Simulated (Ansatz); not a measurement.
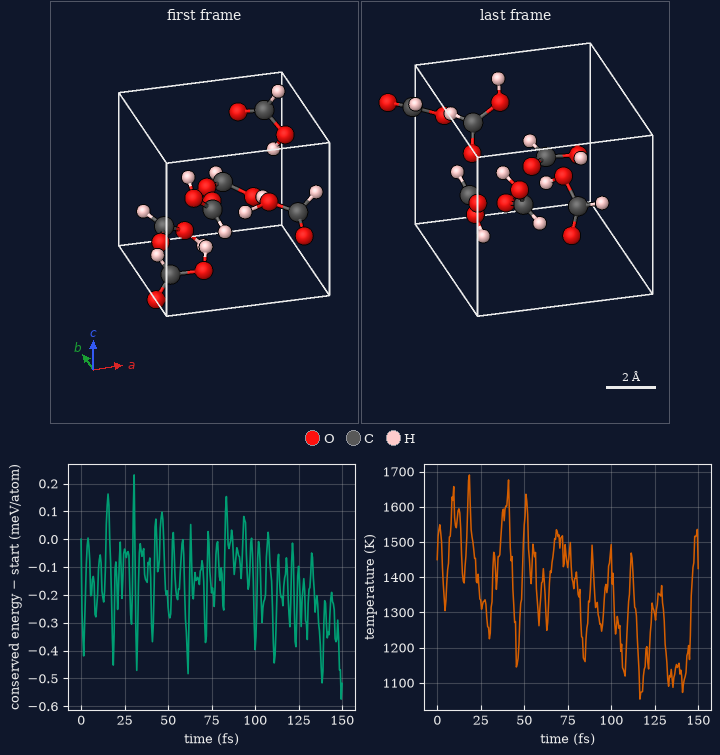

A Born-Oppenheimer molecular dynamics run of a periodic cell with 6 HCOOH at 1.348 g/cm³, 150 fs long. It starts from the last geometry of an earlier run, with fresh velocities. The picture is a ball-and-stick view of the simulation cell, seen from a free direction.

Theory: Ansatz 0.2.0, DFT PBE, scalar-relativistic, plane waves, PAW. Set-up: plane-wave cutoff 420 eV; k-point mesh 1 × 1 × 1; Fermi-Dirac smearing 0.05 eV; low-accuracy preset; Langevin thermostat and barostat (NPT); set temperature 1500 K; time step 0.5 fs; friction 0.01 per fs; target pressure 0 GPa.

Question: How well is the energy conserved, and can the run be trusted?

Answer: The conserved quantity stays between −0.57 and 0.23 meV per atom of its start. A straight-line fit has a slope that amounts to −0.14 meV per atom over 150 fs (under 0.1 % of the mean kinetic energy), and the ripple about it is 0.7 % of the kinetic energy's fluctuation. With a drift under 2 % and a ripple under 7 %, the integration is accurate. Over the second half the temperature averages 1277 K (spread ±121 K). The potential energy in the second half lies on average 1.0 meV per atom above the first frame. The mean pressure there is 0.9 GPa. The volume ends +45.8 % from the start.

Limits of the set-up: the program's low-accuracy preset was used; the periodic images lie only 7.0 Å apart, so the values are limited by the cell's size.

Cost: 20 min on 1 thread of Intel(R) Xeon(R) Processor @ 2.70GHz (shared host), peak memory 0.54 GiB.
